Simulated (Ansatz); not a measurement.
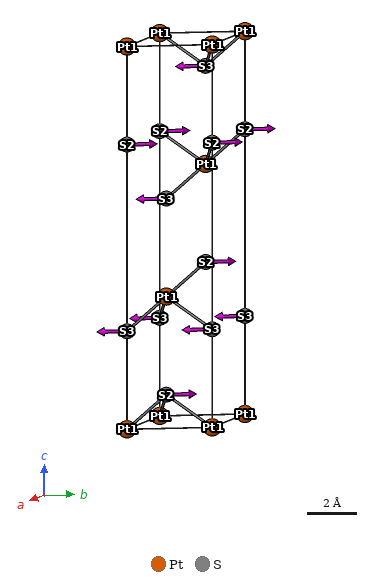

The lowest optical mode of solid PtS2 (a generated structure), space group R-3m (No. 166), at the zone centre. The purple arrows give the relative displacements of the atoms. A ball-and-stick model of the conventional cell (3 times the calculation's cell), seen slightly off an axis. Lengths and directions refer to the drawn axes.

All numbers below come from DFT PBE+D3(BJ), scalar-relativistic, plane waves, PAW (Ansatz).

Input
```yaml
crystal:
  lattice:
    - [1.771719855, 1.0229029352, 5.336302201]
    - [-1.771719855, 1.0229029352, 5.336302201]
    - [0.0, -2.0458058704, 5.336302201]
  atoms:
    - { symbol: Pt, position: [0.0, 0.0, 0.0] }
    - { symbol: S, position: [0.7438577294, 0.7438577294, 0.7438577294] }
    - { symbol: S, position: [0.2561422706, 0.2561422706, 0.2561422706] }
basis:
  ecutwfc: 420
kpoints:
  mp_grid: { grid: [10, 10, 10] }
hamiltonian:
  xc: pbe
  dispersion: d3bj
scf:
  occupations: { method: fixed }
output:
  eigenvalues: true
phonons:
  method: dfpt
  dielectric: true
  rigid_motions: translations
  eigenvectors: true
  qmesh: [2, 2, 2]
  temperatures: { t_max: 1000, t_step: 100 }
  qpath:
    path:
      - [[0.0, 0.0, 0.0], [0.5, 0.5, 0.5], [0.80883724, 0.19116276, 0.5]]
      - [[0.5, -0.19116276, 0.19116276], [0.5, 0.0, 0.0], [0.0, 0.0, 0.0], [0.34558138, -0.34558138, 0.0]]
      - [[0.65441862, 0.0, 0.34558138], [0.5, 0.0, 0.5], [0.0, 0.0, 0.0]]
    npoints: 8
```

Command:
```bash
ansatz run input.yaml --threads 1 --pin off --max-ram 2048MiB --backend cpu --events-out ev --progress --plain --runs-dir out
```

Frequencies are those without the non-analytic (LO–TO) term.

> Is this crystal at a minimum with respect to the drawn distortion?

Yes: this softest mode has a real frequency, and so have all others here. That speaks for this wave vector alone: the rest of the zone wasn't checked in this run. This is the E_g mode (doubly degenerate; one member of the set is drawn) at 292 cm⁻¹, the lowest optical level, Raman-active by symmetry. The Pt atoms stay at rest; all motion is along b; atoms of one kind move against one another, with no net shift of their sublattice.
